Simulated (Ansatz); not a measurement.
**Site preference of a vacancy of C in SiC(111) slab, H on both faces (150 atoms)**

Aim: make a vacancy of C at several sites of SiC(111) slab, H on both faces (150 atoms), relax each, and compare their energies.

Calculated with Ansatz 0.2.0; Kohn-Sham DFT, PBE+D4, PAW (set soft_2), plane waves.

## (1) The structure

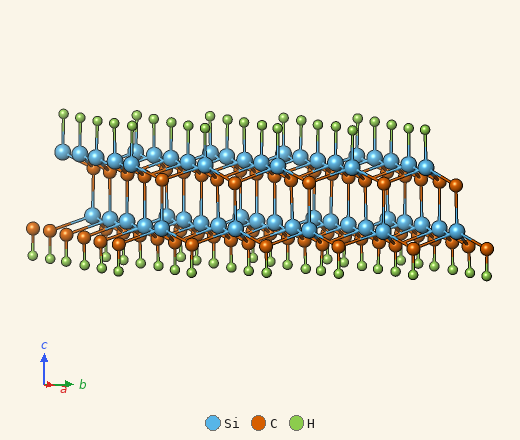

The cell as given, from the side, with the c axis up (silicon blue, carbon orange, hydrogen green). Some periodic images of atoms are drawn too.

The cell holds 150 atoms: 50 Si, 50 C and 50 H. Its edges and angles: a = 15.415 Å, b = 15.415 Å, c = 15.717 Å, α = 90.0°, β = 90.0°, γ = 60.0°. It derives from SiC (zinc-blende). Zinc-blende SiC (a = 4.36 Å), (111) slab of 4 atomic planes, 5 x 5 surface cells, H on the broken bonds of both faces, 10 Å of vacuum; displaced by a Gaussian of 0.02 Å. Regions: slab, 100 atoms (50 Si and 50 C); hydrogen, 50 atoms (50 H). Vacuum lies along c.

Limits known from the start: The Brillouin zone is sampled at Γ only, in a cell whose shortest periodic width is 13 Å.

## (2) Single point at the start

A single point comes first, to see the forces before anything moves.

The input, input.yaml:

```yaml
crystal:
  lattice:
    - [15.41493, 0.0, 0.0]
    - [7.70746, 13.34972, 0.0]
    - [0.0, 0.0, 15.71656]
  atoms:
    - { symbol: Si, position: [0.13199, 0.1322, 0.42729] }
    - { symbol: C, position: [0.20097, 0.0003, 0.38983] }
    - { symbol: Si, position: [0.06336, 0.06719, 0.58581] }
    - { symbol: C, position: [0.13215, 0.13496, 0.54835] }
    - { symbol: Si, position: [0.13585, 0.3332, 0.42778] }
    - { symbol: C, position: [0.20032, 0.19981, 0.38685] }
    - { symbol: Si, position: [0.06828, 0.26428, 0.58902] }
    - { symbol: C, position: [0.13415, 0.33169, 0.54761] }
    - { symbol: Si, position: [0.13305, 0.53436, 0.42828] }
    - { symbol: C, position: [0.1971, 0.40286, 0.38757] }
    - { symbol: Si, position: [0.06698, 0.46773, 0.58839] }
    - { symbol: C, position: [0.13368, 0.53309, 0.54684] }
    - { symbol: Si, position: [0.13369, 0.73269, 0.42806] }
    - { symbol: C, position: [0.19927, 0.59942, 0.38997] }
    - { symbol: Si, position: [0.06596, 0.66629, 0.58896] }
    - { symbol: C, position: [0.13324, 0.73477, 0.54864] }
    - { symbol: Si, position: [0.13306, 0.93398, 0.42772] }
    - { symbol: C, position: [0.20021, 0.8018, 0.38456] }
    - { symbol: Si, position: [0.0674, 0.86517, 0.58561] }
    - { symbol: C, position: [0.13163, 0.93276, 0.54817] }
    - { symbol: Si, position: [0.33402, 0.1325, 0.42631] }
    - { symbol: C, position: [0.40046, 0.99862, 0.38785] }
    - { symbol: Si, position: [0.26585, 0.06658, 0.58912] }
    - { symbol: C, position: [0.33211, 0.13241, 0.54668] }
    - { symbol: Si, position: [0.3329, 0.33339, 0.42764] }
    - { symbol: C, position: [0.39953, 0.19827, 0.38845] }
    - { symbol: Si, position: [0.26875, 0.26786, 0.58867] }
    - { symbol: C, position: [0.3363, 0.3326, 0.54897] }
    - { symbol: Si, position: [0.33618, 0.5311, 0.42663] }
    - { symbol: C, position: [0.39827, 0.39956, 0.3878] }
    - { symbol: Si, position: [0.26799, 0.4652, 0.58748] }
    - { symbol: C, position: [0.33381, 0.53084, 0.54708] }
    [... 112 atom lines left out ...]
    - { symbol: H, position: [0.99711, 0.40352, 0.31987] }
    - { symbol: H, position: [0.86674, 0.46376, 0.6834] }
    - { symbol: H, position: [0.00179, 0.59834, 0.32001] }
    - { symbol: H, position: [0.86633, 0.66731, 0.68038] }
    - { symbol: H, position: [0.00109, 0.80044, 0.31925] }
    - { symbol: H, position: [0.86633, 0.86436, 0.68444] }
kpoints:
  mp_grid: { grid: [1, 1, 1] }
hamiltonian:
  xc: pbe
  dispersion: d4
scf:
  occupations: { method: fixed }
output:
  forces: true
```

The run is started by

```console
$ ansatz run input.yaml --threads 4 --pin off --max-ram 8192MiB --backend cpu --events-out ev --progress --plain --runs-dir out
```

Numbers of over 12 decimals in the logs are rounded to 6 here.

Log:

```text
[...]
Pseudopotentials: kind: paw
Pseudopotential: Si, paw, valence charge 4, recommended cutoff 420 eV (normal), Si.paw.azcp
Pseudopotential: C, paw, valence charge 4, recommended cutoff 420 eV (normal), C.paw.azcp
Pseudopotential: H, paw, valence charge 1, recommended cutoff 420 eV (normal), H.paw.azcp
[... 5 lines on functional and potentials left out ...]
Crystal: 150 atoms, lattice volume = 3234.232 Å³
Basis set: ecut = 420 eV, 63161 PW (Γ), exchange–correlation on 216×216×216 points (8 copies of the dense FFT grid, shifted against one another)
Bands: 375, of which v1, the nominal top of the filled ones, is band 225 counted from 1 (224 counted from 0)
Symmetry: 1 space group operations
Space group: P1 (ITA 1), of the structure as read, at distance tolerance 1.5e-4 Å
k-points: 1
[... 7 lines on functional and potentials left out ...]
Initial density: superposition of atomic densities (neutral atoms: chi_scale 0, normalization atom), corrected by the library's trained network
Initial wavefunctions: pseudopotential atomic-orbital guess
[...]
SCF iter   1: F=—  HF=-45175.645759 eV  |F-HF|=—  |Δ(HF+E_count)|=         —  Δρ=3.38e-3  dr2=9.18e-1  ethr=1.77e-3  ⟨swp⟩=5.0  Hψ=1578  notcnv=0  defer=144
preconditioner: auto → Resta (q_TF=auto, 1.964 Å⁻¹)  ε∞=2.3  [insulator: Δε(μ)=2.814 eV  Ē_g=12.212 eV  n_scr=404 (ndim 8)  ℏωp=13.9 eV  f_vac=0.512  ε∞_Penn≈2.3  vacuum switching on, ρ_ref=1.1e-2 e/Å³]
SCF iter   2: F=—  HF=-45175.463113 eV  |F-HF|=—  |Δ(HF+E_count)|=   1.83e-1  Δρ=1.15e-3  dr2=4.97e-2  ethr=2.04e-4  ⟨swp⟩=3.0  Hψ=520  notcnv=0  defer=148
SCF iter   3: F=—  HF=-45175.463078 eV  |F-HF|=—  |Δ(HF+E_count)|=   3.52e-5  Δρ=4.81e-4  dr2=9.84e-3  ethr=1.11e-5  ⟨swp⟩=2.0  Hψ=458  notcnv=0  defer=65
automatic band count: iteration 3 solves 292 bands in place of 375: the levels show a gap, and the empty bands left out lie too high to hold charge; the band table lists the bands solved (type scf.n_extra_bands for more)
SCF iter   4: F=—  HF=-45175.465937 eV  |F-HF|=—  |Δ(HF+E_count)|=   2.86e-3  Δρ=2.40e-4  dr2=2.87e-3  ethr=2.19e-6  ⟨swp⟩=2.0  Hψ=408  notcnv=0  defer=65
SCF iter   5: F=—  HF=-45175.466333 eV  |F-HF|=—  |Δ(HF+E_count)|=   3.96e-4  Δρ=5.53e-5  dr2=1.33e-4  ethr=6.39e-7  ⟨swp⟩=3.0  Hψ=539  notcnv=0  defer=65
SCF iter   6: F=—  HF=-45175.466390 eV  |F-HF|=—  |Δ(HF+E_count)|=   5.71e-5  Δρ=1.29e-5  dr2=6.70e-6  ethr=2.96e-8  ⟨swp⟩=2.0  Hψ=454  notcnv=0  defer=64
SCF iter   7: F=—  HF=-45175.466146 eV  |F-HF|=—  |Δ(HF+E_count)|=   2.45e-4  Δρ=4.83e-6  dr2=5.66e-7  ethr=1.49e-9  ⟨swp⟩=2.0  Hψ=517  notcnv=0  defer=61
SCF iter   8: F=-45175.466146 eV  HF=-45175.466146 eV  |F-HF|=2.65e-8  |Δ(HF+E_count)|=   6.06e-7  Δρ=1.14e-6  dr2=6.64e-8  ethr=2.22e-11  ⟨swp⟩=5.0  Hψ=1102  notcnv=0
SCF 1 converged in 8 iterations: F = -45175.466146 eV  dr2 = 6.64e-8
[...]
SCF converged after 8 iterations
Free energy (F): -45175.466146 eV
Harris-Foulkes:  -45175.466146 eV  (|F-HF|=2.65e-8)
Internal energy: -45175.466146 eV  (E = F + TS)
E sigma→0 (E₀):  -45175.466146 eV
Fermi energy:    0.003043 eV
--- Per-component energies (eV) ---
[...]
Σ components = -45175.466146   (vs F -45175.466146, Δ=0.00e0)
--- Forces (eV/Å), atoms counted from 1 ---
  atom   1  Si     1.26198146     0.58625915    -0.16390975
  atom   2  C     -0.31130216    -0.17151303    -0.11933352
  atom   3  Si     1.01543702    -0.15064769     0.87350044
  atom   4  C     -0.25394568    -1.06997490     0.00385523
[...]
atom 150  H      0.12579824     0.09965901    -0.23600508
  max |Σ_I F_I| component: 8.81e-4 eV/Å
```

It took 21 s on 4 threads of Arm Neoverse V2, shared host; peak memory 3.3 GiB; 83 s of CPU time.

Reading the cycles: dr2 is the Hartree energy of the density residual (eV), the measure of convergence; HF is the Harris–Foulkes estimate of the energy, which meets the free energy F at convergence.

The r.m.s. force at the start is 0.72 eV/Å.

## (3) Relaxation

With the cell held, the atoms are moved downhill towards a nearby minimum.

The input, input.yaml:

```yaml
crystal:
  lattice:
    - [15.41493, 0.0, 0.0]
    - [7.70746, 13.34972, 0.0]
    - [0.0, 0.0, 15.71656]
  atoms:
    [... the 150 atom lines of step 2 ...]
kpoints:
  mp_grid: { grid: [1, 1, 1] }
hamiltonian:
  xc: pbe
  dispersion: d4
scf:
  occupations: { method: fixed }
output:
  forces: true
relax:
  f_tol: 0.05
  max_steps: 120
```

Log:

```text
[...]
Crystal: 150 atoms, lattice volume = 3234.232 Å³
Basis set: ecut = 420 eV, 63161 PW (Γ), exchange–correlation on 216×216×216 points (8 copies of the dense FFT grid, shifted against one another)
Bands: 375, of which v1, the nominal top of the filled ones, is band 225 counted from 1 (224 counted from 0)
Symmetry: 1 space group operations
[...]
k-points: 1
[...]
SCF iter   1: F=—  HF=-45175.645759 eV  |F-HF|=—  |Δ(HF+E_count)|=         —  Δρ=3.38e-3  dr2=9.18e-1  ethr=1.77e-3  ⟨swp⟩=5.0  Hψ=1578  notcnv=0  defer=144
[...]
SCF iter   6: F=-45175.466144 eV  HF=-45175.466143 eV  |F-HF|=9.29e-7  |Δ(HF+E_count)|=   6.27e-5  Δρ=1.28e-5  dr2=6.67e-6  ethr=1.39e-8  ⟨swp⟩=3.0  Hψ=1106  notcnv=0
SCF 1 converged in 6 iterations: F = -45175.466144 eV  dr2 = 6.67e-6
[...]
relax step   1: F+E_penalty+E_count = -45175.46614404 eV  Δ(F+E_penalty+E_count) = +0.000e0 eV  max|allowed force component| = 3.959e0 eV/Å  Δτ_max = 0.0000 Å  (6 SCF iters, dr2 threshold 6.25e-5 eV, accepted)
[...]
relax step   2: F+E_penalty+E_count = -45177.56160614 eV  Δ(F+E_penalty+E_count) = -2.095e0 eV  max|allowed force component| = 1.175e0 eV/Å  Δτ_max = 0.0741 Å  (5 SCF iters, dr2 threshold 1.00e-4 eV, accepted)
[...]
relax step   3: F+E_penalty+E_count = -45178.00911039 eV  Δ(F+E_penalty+E_count) = -4.475e-1 eV  max|allowed force component| = 2.679e-2 eV/Å  Δτ_max = 0.0436 Å  (5 SCF iters, dr2 threshold 8.63e-5 eV, accepted)
[...]
relax step   4: F+E_penalty+E_count = -45178.00911460 eV  Δ(F+E_penalty+E_count) = -4.211e-6 eV  max|allowed force component| = 2.640e-2 eV/Å  Δτ_max = 0.0000 Å  (4 SCF iters, accepted)
SCF converged after 4 iterations
Free energy (F): -45178.009115 eV
[...]
Internal energy: -45178.009115 eV  (E = F + TS)
E sigma→0 (E₀):  -45178.009115 eV
Fermi energy:    -0.239265 eV
[...]
--- Forces (eV/Å), atoms counted from 1 ---
  atom   1  Si    -0.00186210     0.00652562     0.02016124
  atom   2  C     -0.00048008    -0.00154268    -0.01657186
  atom   3  Si     0.00745402    -0.00361884     0.00418128
  atom   4  C     -0.00340820    -0.01367641    -0.01824574
  atom   5  Si     0.00521847     0.00272859     0.01690153
  atom   6  C     -0.00143952    -0.00317255    -0.01936536
  atom   7  Si    -0.00431268     0.01866365    -0.00240258
  atom   8  C     -0.00663770    -0.00963969    -0.00849108
  atom   9  Si     0.00123002     0.00535258     0.01511555
  atom  10  C      0.00221099    -0.00519543    -0.01703834
  atom  11  Si    -0.00061824     0.01006179     0.00147570
  atom  12  C     -0.00137682     0.00020433    -0.00900093
  atom  13  Si    -0.00075348    -0.00767518     0.01475642
  atom  14  C      0.00048395     0.00342050     0.00128264
[...]
atom 149  H      0.00035346    -0.00341863     0.00833386
  atom 150  H      0.00250207    -0.00097747    -0.00300886
  max |Σ_I F_I| component: 7.78e-5 eV/Å
--- Relaxed structure (4 steps of the walk, 4 accepted, 0 SCFs on fresh bases) ---
  F+E_penalty+E_count = -45178.00911460 eV   max|allowed force component| = 2.640e-2 eV/Å
  atoms:
    - { symbol: Si, position: [0.133453, 0.133351, 0.426934] }
    - { symbol: C, position: [0.200114, 1.8058332981373596e-5, 0.389340] }
    - { symbol: Si, position: [0.066833, 0.066666, 0.586428] }
    - { symbol: C, position: [0.133448, 0.133404, 0.547278] }
[...]
- { symbol: H, position: [0.866542, 0.866849, 0.681888] }
```

The job ended after 66 s (4 threads; peak memory 3.3 GiB; 4.3 min of CPU time).

The relaxation converged after 4 steps, 2.54 eV below its start, with a largest force component of 0.026 eV/Å.

## (4) Single point at the relaxed geometry

The electronic structure is read at the final geometry, in a run of its own.

The input, input.yaml:

```yaml
crystal:
  lattice:
    - [15.41493, 0.0, 0.0]
    - [7.70746, 13.34972, 0.0]
    - [0.0, 0.0, 15.71656]
  atoms:
    - { symbol: Si, position: [0.13345, 0.13335, 0.42693] }
    - { symbol: C, position: [0.20011, 2.0e-05, 0.38934] }
    - { symbol: Si, position: [0.06683, 0.06667, 0.58643] }
    - { symbol: C, position: [0.13345, 0.1334, 0.54728] }
    - { symbol: Si, position: [0.13341, 0.33337, 0.42691] }
    - { symbol: C, position: [0.20009, 0.20005, 0.38927] }
    [... 138 atom lines left out ...]
    - { symbol: H, position: [7.0e-05, 0.40026, 0.3189] }
    - { symbol: H, position: [0.86683, 0.46641, 0.68181] }
    - { symbol: H, position: [1.0, 0.60022, 0.31899] }
    - { symbol: H, position: [0.86654, 0.66677, 0.68189] }
    - { symbol: H, position: [0.99998, 0.80015, 0.31895] }
    - { symbol: H, position: [0.86654, 0.86685, 0.68189] }
kpoints:
  mp_grid: { grid: [1, 1, 1] }
hamiltonian:
  xc: pbe
  dispersion: d4
scf:
  occupations: { method: fixed }
output:
  forces: true
  populations: intrinsic
  dos:
    method: { smearing: { sigma: 0.1 } }
    de: 0.1
    projected:
      site_lists:
        C: [C]
        H: [H]
        Si: [Si]
        hydrogen: [100, 101, 102, 103, 104, 105, 106, 107, 108, 109, 110, 111, 112, 113, 114, 115, 116, 117, 118, 119, 120, 121, 122, 123, 124, 125, 126, 127, 128, 129, 130, 131, 132, 133, 134, 135, 136, 137, 138, 139, 140, 141, 142, 143, 144, 145, 146, 147, 148, 149]
  eigenvalues: true
  write_density: true
  write_potential: true
  volumetric_format: npy
  elf: true
```

Log:

```text
[...]
Crystal: 150 atoms, lattice volume = 3234.232 Å³
Basis set: ecut = 420 eV, 63161 PW (Γ), exchange–correlation on 216×216×216 points (8 copies of the dense FFT grid, shifted against one another)
Bands: 375, of which v1, the nominal top of the filled ones, is band 225 counted from 1 (224 counted from 0)
Symmetry: 1 space group operations
[...]
k-points: 1
[...]
SCF iter   1: F=—  HF=-45178.153404 eV  |F-HF|=—  |Δ(HF+E_count)|=         —  Δρ=3.29e-3  dr2=8.12e-1  ethr=1.77e-3  ⟨swp⟩=5.0  Hψ=1583  notcnv=0  defer=144
[...]
SCF iter   8: F=-45178.009093 eV  HF=-45178.009093 eV  |F-HF|=1.91e-8  |Δ(HF+E_count)|=   3.46e-7  Δρ=6.22e-7  dr2=1.27e-8  ethr=2.22e-11  ⟨swp⟩=61.0  Hψ=5568  notcnv=0
SCF 1 converged in 8 iterations: F = -45178.009093 eV  dr2 = 1.27e-8
[...]
WARN: The output density's exchange-correlation potential varies sharply where the density is thin. Do not read a vacuum level from v_tot or v_xc, or from such a field of the output density. On a cell that repeats whose density bears no net charge and no dipole along the vacuum's axis use v_es (v_loc + v_h of the components); [...]
SCF converged after 8 iterations
Free energy (F): -45178.009093 eV
[...]
Internal energy: -45178.009093 eV  (E = F + TS)
E sigma→0 (E₀):  -45178.009093 eV
Fermi energy:    -0.239300 eV
[...]
--- Forces (eV/Å), atoms counted from 1 ---
  atom   1  Si    -0.00071545     0.00707578     0.02249718
  atom   2  C      0.00028405    -0.00270932    -0.01581908
  atom   3  Si     0.00814004    -0.00428956     0.00477019
  atom   4  C     -0.00395929    -0.01199533    -0.01934411
  atom   5  Si     0.00460871     0.00234645     0.01697831
  atom   6  C     -0.00388152    -0.00380955    -0.02252151
  atom   7  Si    -0.00653891     0.01672591    -0.00331053
  atom   8  C     -0.00500029    -0.00810905    -0.00836173
  atom   9  Si    -0.00077761     0.00516850     0.01516185
  atom  10  C      0.00423162    -0.00424727    -0.01818427
  atom  11  Si    -0.00019069     0.01086443     0.00225402
  atom  12  C     -0.00239651     0.00144738    -0.00889963
  atom  13  Si     0.00121462    -0.00656231     0.01404266
  atom  14  C      0.00104043     0.00203451     0.00224285
[...]
atom 149  H      0.00033837    -0.00343130     0.00958890
  atom 150  H      0.00250895    -0.00086008    -0.00329555
  max |Σ_I F_I| component: 2.69e-4 eV/Å
--- Band table (eV) ---
[...]
--- intrinsic populations: 150 sites ---
  site symbol       q [e]
     0     Si      2.9256
     1      C      4.9971
     2     Si      3.1124
[...]
149      H      1.1156
  spilling = -0.000000 (of n_electrons = 450.000000)
```

It took 61 s on 4 threads; peak memory 3.6 GiB; 3.9 min of CPU time.

The program notes that the exchange-correlation potential is rough where the density is thin.

Read from the output:

| Property | Result |
| --- | --- |
| free energy | -45178.0091 eV |
| free energy per atom | -301.1867 eV/atom |
| SCF cycles | 8 |
| r.m.s. force component | 0.00787 eV/Å |
| longest force | 0.02815 eV/Å |
| Fermi energy | -0.2393 eV |
| gap (highest filled to lowest empty level) | 3.043 eV |

(Part 1 of 2 ends here.)

[Logs are printed without paths, hosts, clocks, repeated set-up lines and the standing remarks that a program may print on its own settings, such as how far it seeks lower states.]

[Hosts, paths, dates, database ids (printed as entryN), source tags and the programs' standing remarks are cut or masked in the printed files.]
